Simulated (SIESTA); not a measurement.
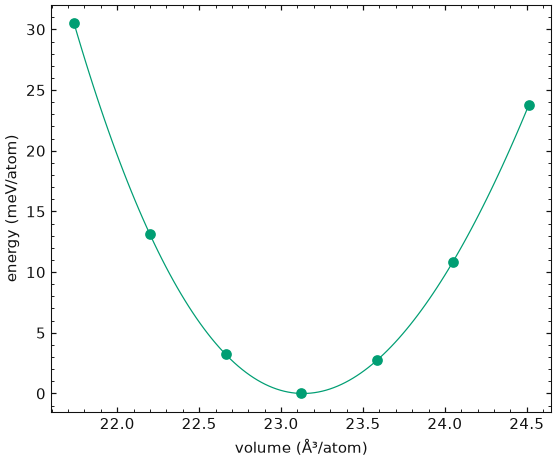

The picture above shows the energy against volume for La₂O₃, space group P321 (No. 150).

Cell as given: a = 6.370 Å, b = 6.370 Å, c = 3.290 Å, α = 90.00°, β = 90.00°, γ = 120.00°; 5 atoms.

Method: DFT in numerical atomic orbitals with pseudopotentials, no spin polarisation; energies at scaled volumes of the given cell, shape and fractions fixed, counted from the fit's minimum, third-order Birch-Murnaghan fit (SIESTA 5.4.2). Level: LDA.

- k mesh: 4×4×6
- occupations: Fermi–Dirac
- smearing width: 0.05 eV
- potentials: PseudoDojo 0.4 standard, converted to PSML, two zetas on semicore shells
- program settings: basis DZP, mesh cutoff 800 Ry

**Give the fitted equation-of-state parameters.**

A third-order Birch–Murnaghan fit gives V0 = 23.13 Å³/atom, B0 = 103 GPa and B′ = 4.5.

Keep in mind: mulliken charges of long orbitals; potentials made for another functional; shape and atomic fractions are frozen while scaling, which makes layered, chain and framework solids too stiff.
